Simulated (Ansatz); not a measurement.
## Energy of Rb along an even scaling of the cell

System: Rb (Fm-3m, 1 atom in the cell).
Method: DFT, LDA (PW92), plane waves (420 eV) with PAW, scalar-relativistic, no spin polarisation (Ansatz 0.2.0).

The 6 runs differ only in the geometry, by an even scaling of the cell at fixed fractional positions.

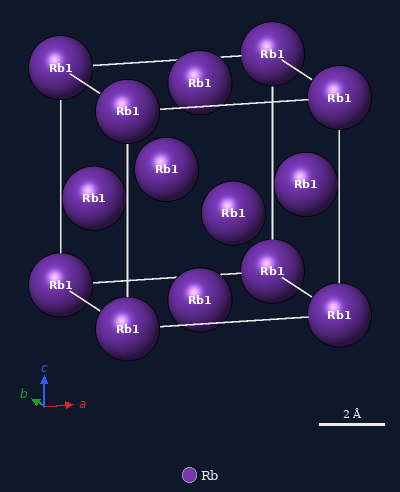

Figure 1. The structure of run 4 (spheres-only view of the cell 4 times as large as that of the calculation, set on its symmetry axes, seen slightly off an axis; atoms are numbered from 1 in the order of the input).

### Input of run 4
```yaml
crystal:
  lattice:
    - [0.0, 3.441493517, 3.441493517]
    - [3.441493517, 0.0, 3.441493517]
    - [3.441493517, 3.441493517, 0.0]
  atoms:
    - { symbol: Rb, position: [0.0, 0.0, 0.0] }
hamiltonian:
  xc: lda
  pseudopotentials:
    kind: paw
    azcp:
      Rb: "pseudopotentials/Rb.paw.azcp"
basis:
  ecutwfc: 420
  fft_grid_basis: typed
kpoints:
  mp_grid: { grid: [9, 9, 9], shift: [0, 0, 0] }
magnetization:
  spin_polarized: false
scf:
  occupations: { method: fermi_dirac, width: 0.1 }
  lower_state_search: "off"
output:
  stress: true
```

Run 2 differs from it as follows:
```diff
-    - [0.0, 3.441493517, 3.441493517]
-    - [3.441493517, 0.0, 3.441493517]
-    - [3.441493517, 3.441493517, 0.0]
+    - [0.0, 3.3036836331, 3.3036836331]
+    - [3.3036836331, 0.0, 3.3036836331]
+    - [3.3036836331, 3.3036836331, 0.0]
```

### Results, with one run withheld

```csv
run,volume per atom (Å³),"free energy per atom, from the lowest run given (meV)",pressure (GPa)
1,68.980,13.20,0.53
2,72.115,?,?
3,78.386,0.00,−0.03
4,81.521,1.75,−0.15
5,84.657,5.72,−0.25
6,87.792,11.52,−0.34
```

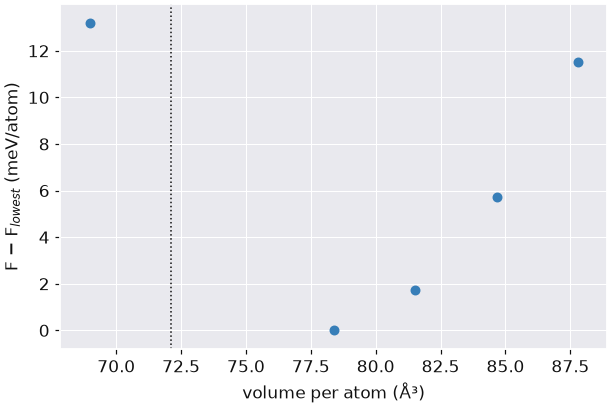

Figure 2. Free energy per atom of the runs given; the dotted line marks run 2.

What should run 2 give?

A cubic polynomial in V^(−2/3) (the Birch–Murnaghan form), fitted to the 5 runs given, misses them by under 0.01 meV per atom. With x = V^(−2/3) − 0.05395 Å⁻², it reads F = 0.48879 − 1169.6 x + 6.4071e+05 x² − 1.5815e+06 x³ (meV per atom). At run 2 it gives 5.10 meV per atom, and the run itself gives 5.10. The slope of the fit gives a pressure −dF/dV of 0.31 GPa there, and the run prints 0.31 GPa. The fit has its minimum at 77.812 Å³ per atom, where V d²F/dV² gives 3.51 GPa: the bulk modulus at this level, since symmetry fixes the shape and the positions.

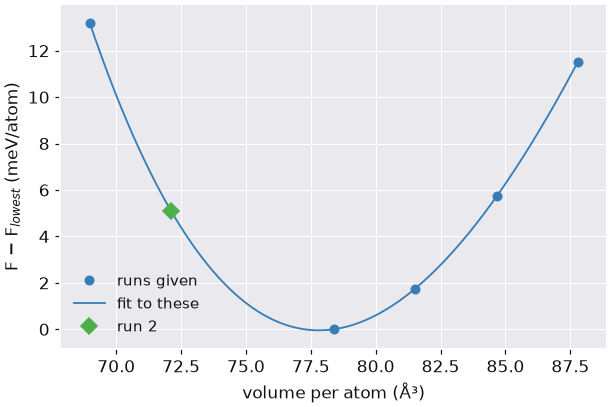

Figure 3. The fit and the withheld run.

### Output, shortened to warnings, some set-up lines, iterations and results (run 2)
```
Warning: [file] the record states the generating functional pbe (its physics header spells it `PBE`), which answers neither for hamiltonian.xc's functional nor for the lda family's — results may be inconsistent (PPs are generated against a specific XC)
Basis set: ecut = 420 eV, 1411 PW (Γ)
Symmetry: 48 space group operations
k-points: 35 of 729
Initial density: superposition of atomic densities (neutral atoms: chi_scale 0, normalization atom), corrected by the library's trained network
[...]
SCF iter   1: F=—  HF=-3170.767704 eV  |F-HF|=—  |Δ(HF+E_count)|=         —  Δρ=2.86e-3  dr2=2.49e-3  ethr=1.77e-3  ⟨swp⟩=6.7  Hψ=2641  notcnv=0
SCF iter   2: F=—  HF=-3170.767282 eV  |F-HF|=—  |Δ(HF+E_count)|=   4.22e-4  Δρ=1.47e-3  dr2=7.36e-4  ethr=2.76e-5  ⟨swp⟩=2.2  Hψ=697  notcnv=0
SCF iter   3: F=—  HF=-3170.767214 eV  |F-HF|=—  |Δ(HF+E_count)|=   6.83e-5  Δρ=1.95e-4  dr2=4.90e-5  ethr=8.18e-6  ⟨swp⟩=2.3  Hψ=491  notcnv=0
SCF iter   4: F=—  HF=-3170.767235 eV  |F-HF|=—  |Δ(HF+E_count)|=   2.14e-5  Δρ=1.23e-4  dr2=1.23e-5  ethr=5.45e-7  ⟨swp⟩=2.6  Hψ=480  notcnv=0
SCF iter   5: F=—  HF=-3170.767236 eV  |F-HF|=—  |Δ(HF+E_count)|=   8.02e-7  Δρ=5.19e-5  dr2=2.68e-6  ethr=1.37e-7  ⟨swp⟩=1.4  Hψ=328  notcnv=0
SCF iter   6: F=-3170.767236 eV  HF=-3170.767236 eV  |F-HF|=1.23e-8  |Δ(HF+E_count)|=   1.65e-7  Δρ=6.59e-6  dr2=6.23e-8  ethr=1.11e-9  ⟨swp⟩=3.9  Hψ=1305  notcnv=0
SCF 1 converged in 6 iterations: F = -3170.767236 eV  dr2 = 6.23e-8
SCF converged after 6 iterations
Free energy (F): -3170.767236 eV
Harris-Foulkes:  -3170.767236 eV  (|F-HF|=1.23e-8)
Internal energy: -3170.740010 eV  (E = F + TS)
E sigma→0 (E₀):  -3170.753623 eV
Entropy (-TS):   -0.027226 eV (-27.226 meV/atom)
Fermi energy:    2.812446 eV
--- Per-component energies (eV) ---
  E_band       = -110.277585
  E_kinetic    = 191.379103
  E_local      = -663.695652  (includes V_loc(G=0)·N_el)
  E_nonlocal   = 178.138977
  E_hartree    = 179.235748
  E_xc         = -127.717216
  E_vxc        = -134.622281  (∫ρ·V_xc dr)
  E_paw        = -2523.678834  (= ΣΔE_a)
  E_vpaw       = -39.943727  (= ΣTr[D̂ρ^β])
  E_aug_tail   = -0.000002  (compensation charges beyond the density's cutoff)
  E_ewald      = -404.673393
  E_core_change = 0.271259  (= ΣΔE_core)
  E_smearing   = -0.027226  (= −TS)
  E_closure    = -0.000000  (closes the sum)
  Σ components = -3170.767236   (vs F -3170.767236, Δ=0.00e0)
--- Stress (GPa, compression-positive) ---
        0.307189      -0.000000      -0.000000
       -0.000000       0.307189       0.000000
       -0.000000       0.000000       0.307189
  P = ⅓ Tr σ = 0.3072 GPa (3.072 kbar)
```

Warnings of the run: the PAW datasets were made with another functional.
